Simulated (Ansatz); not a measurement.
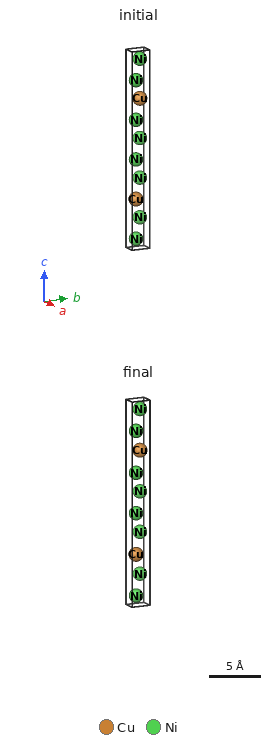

The structure of a crystal of CuNi4 (a generated structure, set up in P6_3/mmc) (coarse preliminary run) before (top) and after (bottom) a relaxation, at one scale.

A spheres-only model of the cell of the calculation, seen slightly off an axis.

The calculation used Ansatz 0.2.0, DFT PBE, scalar-relativistic, plane waves, PAW. Set-up: plane-wave cutoff 420 eV; k-point mesh 6 × 6 × 1; occupations gaussian; smearing width 0.1 eV; collinear spin; cell and atoms relaxed; force threshold 0.04 eV/Å; at most 70 steps.

Q: Describe what moved and what it gained.

A: After 3 accepted moves (4 points after the start) the energy has fallen by 0.213 eV per cell of the calculation. The largest force component goes from 0.38 to 0.0052 eV/Å. Pressure: 9.40 GPa at the start and −0.08 GPa at the end. The SCF was repeated once at an unchanged geometry on a basis and grid sized afresh for the cell, which shifted the energy by 2.0 meV per cell of the calculation at most. The largest moves relative to the cell, 0.046 Å, are those of Ni atoms. Cu stays in place. The volume changes by +4.7 %, with a = b 2.479 → 2.493 Å (+0.6 %), c 19.906 → 20.595 Å (+3.5 %). Some distances before and after: Cu–Ni 2.452 → 2.550 Å, Ni–Ni 2.452 → 2.487 Å, Ni–Ni 2.479 → 2.493 Å, Cu–Cu 2.479 → 2.493 Å. The space group stays P6_3/mmc (No. 194). The run took 100 s on 1 thread of Arm Neoverse V1, on a shared host, peak memory 0.55 GiB.

Limits of the set-up: the k-point mesh is coarse for a cell with partly filled bands.
